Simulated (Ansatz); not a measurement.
**Cu: single-point calculation (part 1 of 2)**

The run: single-point calculation of Cu (slab, 8 atoms in the cell). Method and program: DFT PBEsol, scalar-relativistic, plane waves, PAW, no spin polarisation (Ansatz 0.2.0).

The structure derives from a Materials Project entry. It belongs to a series of runs on one base structure; here: (0 0 1) slab cut from the bulk. Figures and captions count atoms from 1; the log counts them from 0 in places.

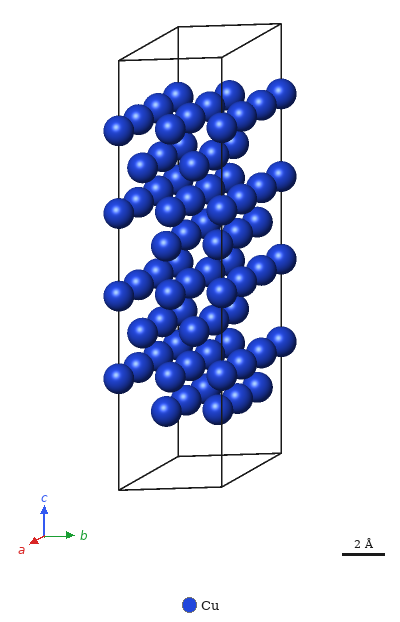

Fig. 1: The structure as given in the input (spheres-only view of the 3 × 2 repeat of the cell, with the vacuum cut short, seen slightly off an axis).

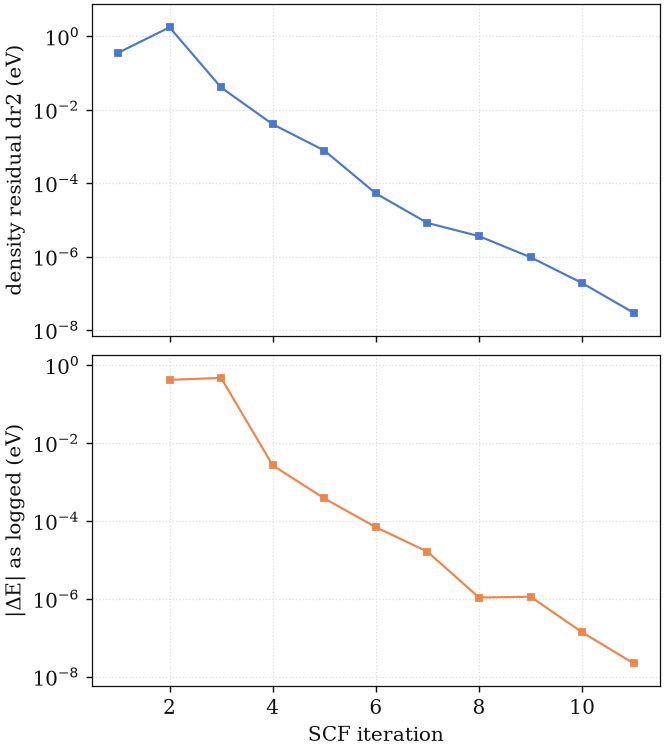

Fig. 2: Convergence of the self-consistent field: density residual dr2 and size of the energy change against the SCF iteration. The residual comes down, with one marked jump up, by a factor of about 5, at step 2.

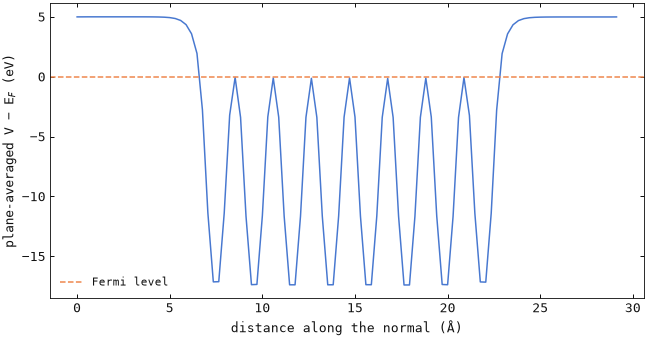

Fig. 3: Plane average of the electrostatic potential energy of an electron across the cell, from the Fermi level. The vacuum level lies 4.99 eV above the Fermi level.

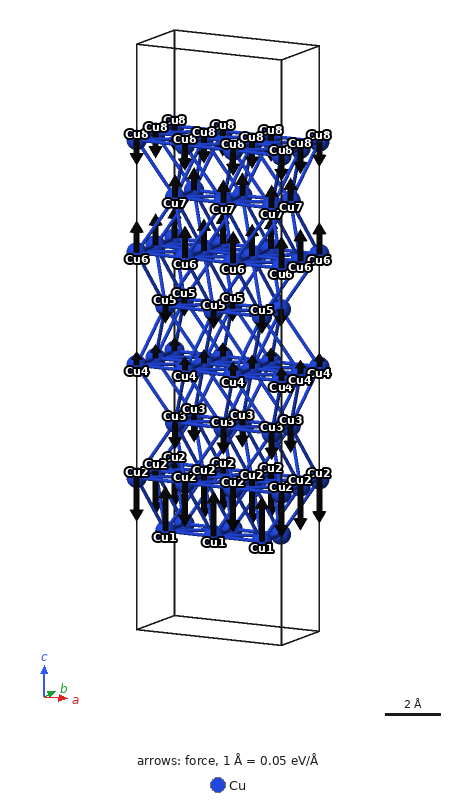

Fig. 4: Forces on the atoms as black arrows (ball-and-stick view of the 3 × 2 repeat of the cell, with the vacuum cut short, seen slightly off an axis; atoms are numbered from 1 in the order of the input). The largest act on Cu1, Cu2 (0.08 eV/Å); Cu6 (0.06 eV/Å); Cu3, Cu8 (0.05 eV/Å); Cu7 (0.04 eV/Å), among others. The geometry is not a stationary point of this energy.

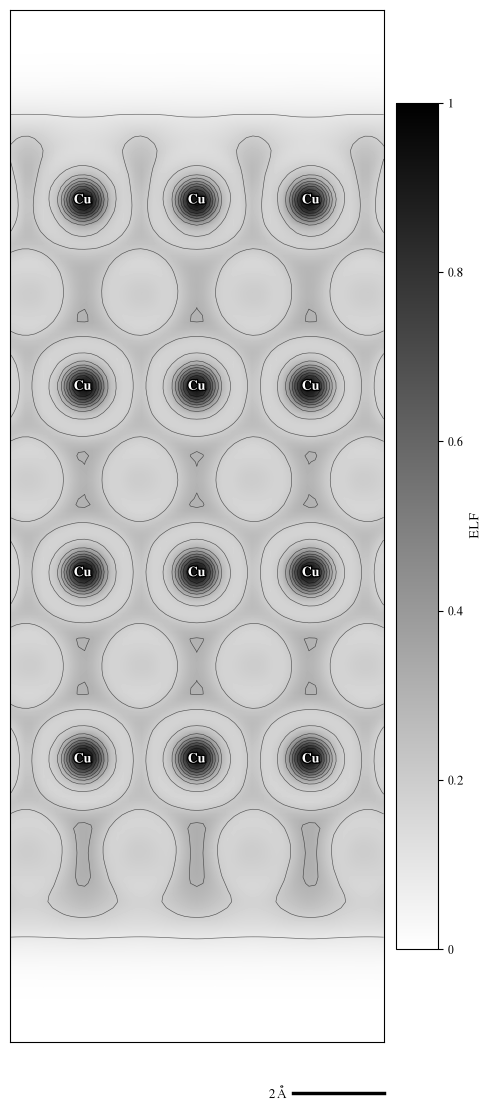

Fig. 5: ELF on the (010) plane of the calculation cell, a cut from vacuum to vacuum. Atoms in the plane: Cu. Cu–Cu (2.52 Å): the ELF is about 0.20 at the midpoint (no localised pair between them). The strong features right at Cu lie inside the PAW spheres (semicore, d or f shells) and say nothing about bonding. The fields are those of the smooth PAW valence density.

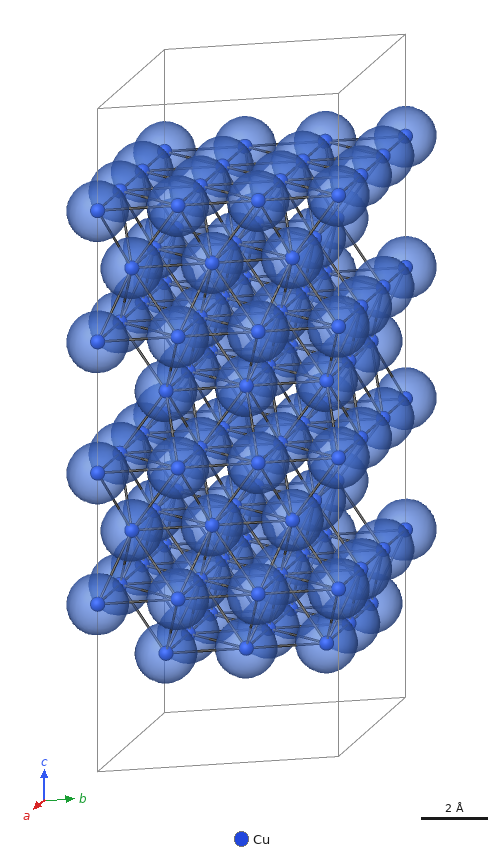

Fig. 6: Isosurface of the valence charge density (pseudo) at 0.5 e/Å³ (blue), seen slightly off an axis. Sticks mark near contacts. At this value the density breaks into separate islands; it holds about 90 % of the electrons treated as valence (semicore included). It is pinched off along the Cu–Cu (2.52 Å) contacts. On the grid the lowest density along these lines, outside the cores, is 0.29 e/Å³ (Cu–Cu, 2.52 Å).

The input and output of the run follow.

**The input**
```yaml
crystal:
  lattice:
    - [2.5197984285, 0.0, 0.0]
    - [-1.2598992142, 2.1822094515, 0.0]
    - [0.0, 0.0, 29.4116958642]
  atoms:
    - { symbol: Cu, position: [0.3333333333, 0.6666666667, 0.2550005969] }
    - { symbol: Cu, position: [0.0, 0.0, 0.3250004263] }
    - { symbol: Cu, position: [0.6666666667, 0.3333333333, 0.3950002558] }
    - { symbol: Cu, position: [0.0, 0.0, 0.4650000853] }
    - { symbol: Cu, position: [0.3333333333, 0.6666666667, 0.5349999147] }
    - { symbol: Cu, position: [0.0, 0.0, 0.6049997442] }
    - { symbol: Cu, position: [0.6666666667, 0.3333333333, 0.6749995737] }
    - { symbol: Cu, position: [0.0, 0.0, 0.7449994031] }
basis:
  ecutwfc: 420
kpoints:
  mp_grid: { grid: [15, 15, 1] }
hamiltonian:
  xc: pbesol
scf:
  occupations: { method: gaussian, width: 0.1 }
output:
  forces: true
  stress: true
  eigenvalues: true
  write_density: true
  write_potential: true
  elf: true
  volumetric_format: npy
efield:
  axis: 3
  dipole_correction: true
  ramp_width: 0.04
```

Command:
```bash
ansatz run input.yaml --threads 1 --pin off --max-ram 2560MiB --backend cpu --events-out ev --progress --plain --runs-dir out
```

**The program's output**
```
Engine: ansatz 0.2.0, x86_64-unknown-linux-gnu
Pseudopotentials: kind: paw
Pseudopotential: Cu, paw, valence charge 19, recommended cutoff 420 eV (normal), Cu.paw.azcp
Functional definition: PBEsol
  exchange = pbesol_x
  correlation = pbesol_c
Crystal: 8 atoms, lattice volume = 161.727 Å³
Basis set: ecut = 420 eV, 3189 PW (Γ), exchange–correlation on 36×36×400 points (8 copies of the dense FFT grid, shifted against one another)
Bands: 92, of which v1, the nominal top of the filled ones, is band 76 counted from 1 (75 counted from 0)
Symmetry: 6 space group operations
Space group: P3m1 (ITA 156), of the structure as read, at distance tolerance 5.4e-5 Å
k-points: 27 of 225 (time reversal used)
Non-local potential: Cu, projectors of the file, l = 0: 3, l = 1: 2, l = 2: 3, l = 3: 1
PAW form: soft (Blöchl's): semilocal exchange-correlation on the pseudo side does not see the compensation charge
PAW frozen core: Cu, regenerated for the run's functional, and the local potential with it (the file was generated under x = pbe(κ = 0.804, μ = 0.2195149727645171), c = pbe(β = 0.06672455060314922))
PAW one-centre angular grid: Cu, 590 points (default); XC on 64 Gauss nodes
Initial density: superposition of atomic densities (neutral atoms: chi_scale 0, normalization atom), corrected by the library's trained network
Initial wavefunctions: pseudopotential atomic-orbital guess
Functional: x = pbesol(κ = 0.804, μ = 0.12345679012345678), c = pbesol(β = 0.046)
```
